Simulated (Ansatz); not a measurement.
Ga2O3

```xyz
5
Lattice="3.0161 0.0000 0.0000 -1.5080 2.6120 0.0000 0.0000 0.0000 6.8041" Properties=species:S:1:pos:R:3 pbc="T T T"
Ga    0.0000    1.7414    5.3977
Ga    1.5081    0.8707    1.4064
O     1.5081    0.8707    4.6656
O     0.0000    0.0000    0.0000
O     0.0000    1.7414    2.1385
```

Space group P-3m1; a structure generated by program, which may or may not match a known phase.

Method: DFT PBE+D3(BJ), scalar-relativistic, plane waves, PAW in Ansatz.

Q: What can the converged valence pseudo-density and electron localisation function tell about the bonding?

A: Ga–O (1.89 Å): ρ at the midpoint is about 0.77 e/Å³; the ELF peaks at about 0.85 in the valence shell of O, 0.6 Å from its nucleus, and is about 0.40 at the midpoint.
Bader's partition of the density gives Ga +1.86 and O −1.32 to −1.21 e.

Q: Metal or insulator at this level of theory?

A: It is gapped, with a Kohn–Sham gap of 2.2 eV on the k-point mesh (the band edges may lie off the mesh, which would make the gap smaller).

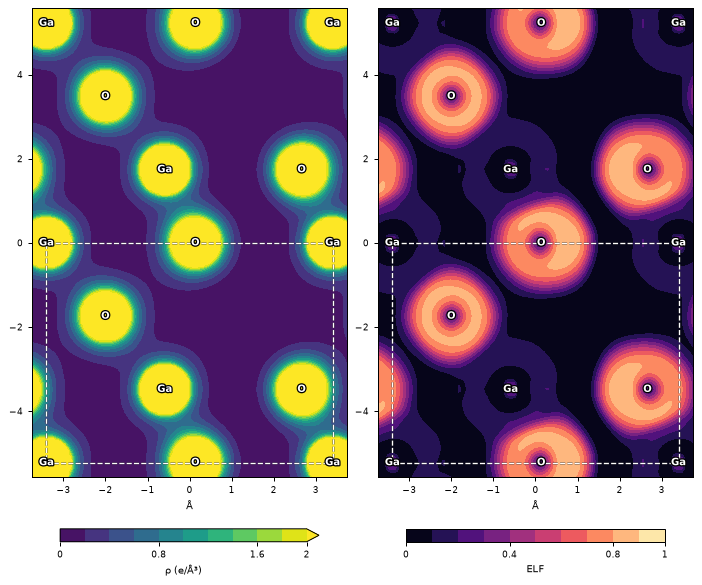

Computed valence pseudo-density and electron localisation function on the (110) plane of the conventional cell, in this order. 

In a PAW calculation such maps are meaningful between the atoms, not at the nuclei.
